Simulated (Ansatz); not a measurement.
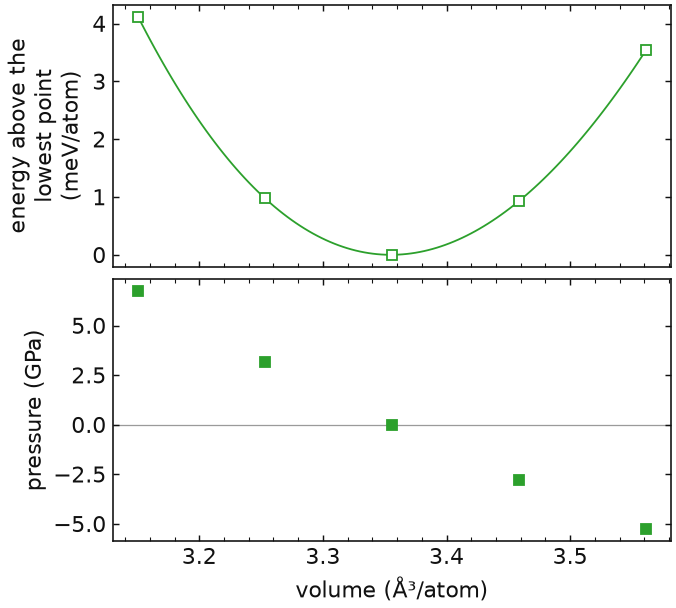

The picture above shows the energy above the lowest point and pressure against volume for H, space group Fd-3m (No. 227) (one of a set of cubic test structures, which need not be the stable phase).

Method: equation of state of a cubic crystal from periodic Kohn-Sham density functional theory without spin, third-order Birch-Murnaghan fit to the free energies; pressure corrected for the finite basis (Ansatz 0.2.0 development build). Level: r2SCAN.

structure type diamond; atoms in cell 2; space group number 227; lattice centring face-centred primitive; k mesh 19×19×19; occupation method Fermi–Dirac; occupation width 0.1 eV; wave cutoff 1000 eV; datasets hand-made PAW; density tolerance 1e−09 eV; bands 5; density cutoff ratio 4; search for lower states default; xc grid level 2.

**Give the fitted equation-of-state parameters.**

A third-order Birch–Murnaghan fit gives V0 = 3.35 Å³/atom, B0 = 97.1 GPa and B′ = 3.1.

**What does the pressure do across the range?**

It falls from 6.7 GPa at volume 3.1504 Å³/atom to −5.3 GPa at 3.5613 Å³/atom, and changes sign near 3.35 Å³/atom.

Caveats: cubic model structure, not the ambient form; modest k-mesh, values are not fully converged in k.
